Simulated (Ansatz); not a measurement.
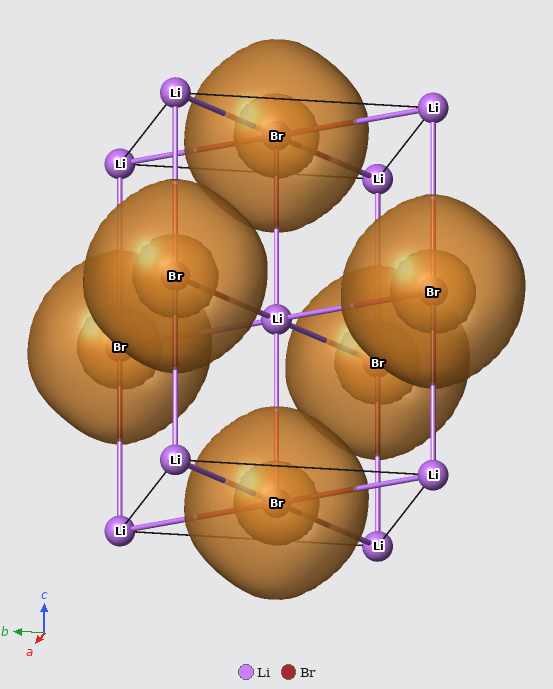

Figure 1: LiBr. Isosurface of the electron localisation function at 0.7 (orange), seen at an oblique angle. Only the valence region is drawn (cores and ρ < 0.01 e/Å³ removed). Sticks mark near contacts.

Space group I4/mmm; started from the rocksalt prototype, which need not be the ambient phase; changed on purpose from its base cell (uniaxial x strain +2.5%).

Computed with DFT, PBE, plane waves, PAW in Ansatz 0.2.0.

What do the ELF domains correspond to?

Answer. The ELF exceeds this value in two regions wrapped around Br (the valence shell of each), counted in one cell of 4 atoms. Any copies at cell faces, edges or corners count once. Along the contacts the grid gives the following. Li–Br (2.74 Å): the ELF is about 0.75 at the midpoint; an ionic contact with no shared pair. Li–Br (2.81 Å): the ELF is about 0.75 at the midpoint; a largely ionic contact.

Does the calculation give a band gap?

Answer. It is gapped, with a Kohn–Sham gap of 4.8 eV on the k-point mesh, an upper bound to the gap of this method.
